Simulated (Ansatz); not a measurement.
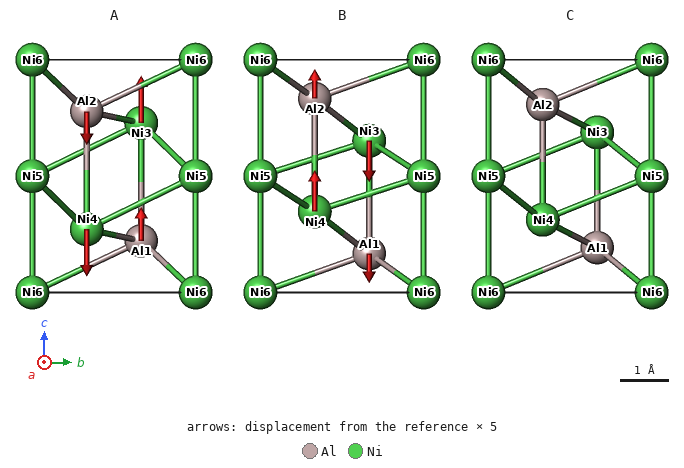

A scan of a crystal of AlNi₂ (P-3m1): a normal mode at the zone centre is frozen in with the cell fixed, the amplitude being the largest displacement of an atom. A ball-and-stick model of the cell of the calculation, seen along the a axis. Red arrows: displacements from the reference.

The calculation used DFT PBEsol, scalar-relativistic, plane waves, PAW in Ansatz. Settings: plane-wave cutoff 420 eV; k-point mesh 12 × 12 × 10; occupations gaussian; smearing width 0.15 eV; no spin polarisation. Energies (free energies at the smearing named) are counted from the relaxed crystal.

**Order these geometries by energy, lowest first.**

Lowest first: C (the amplitude 0.00 Å, 0.0 meV/cell), A (the amplitude −0.20 Å, 107.2 meV/cell), B (the amplitude 0.175 Å, 171.3 meV/cell). Over the whole scan: the harmonic wavenumber of the mode is 128 cm⁻¹, a stable vibration. Of the computed points the lowest is at the amplitude 0.00 Å, 0.0 meV/cell. At the ends of the scan the energy is 107.2 meV/cell (−0.20 Å) and 230.6 meV/cell (0.20 Å). The well is lopsided: at ±0.200 Å the energy is 2.2 times higher on the positive side. The distortion keeps the space group P-3m1.

Limits of the set-up: an element that often carries a moment was run without spin polarisation.
